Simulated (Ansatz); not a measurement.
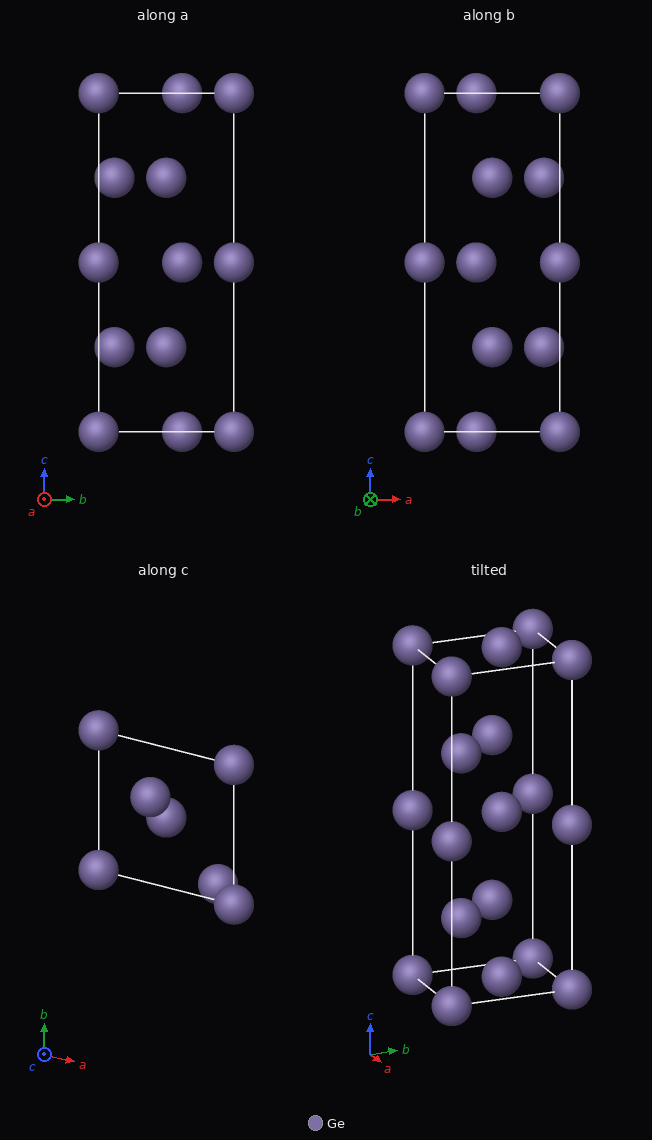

Shown here is a spheres-only view of the crystal, taken along the a axis, along the b axis, along the c axis and slightly off an axis. Thin lines show the unit cell, with boundary atoms drawn in all their periodic places.

Lattice parameters: a = 4.176 Å, b = 4.176 Å, c = 10.127 Å, α = 90.00°, β = 90.00°, γ = 104.32°. Put a along x and b in the xy plane.

Q: Put the structure into a POSCAR file, with free fractional coordinates to two decimals.

A:
```
Ge
1.0
     4.176    0.000    0.000
    -1.033    4.046    0.000
     0.000    0.000   10.127
Ge
8
Direct
  0.00 0.00 0.00
  0.50 0.50 0.25
  0.00 0.00 0.50
  0.50 0.50 0.75
  0.38 0.62 0.50
  0.88 0.12 0.75
  0.38 0.62 0.00
  0.88 0.12 0.25
```

The model was built from a structure type filled with this element by a generator (whether the element takes this form wasn't checked). The picture shows the end point of a geometry optimisation with Ansatz, DFT PBE, scalar-relativistic, plane waves, PAW.
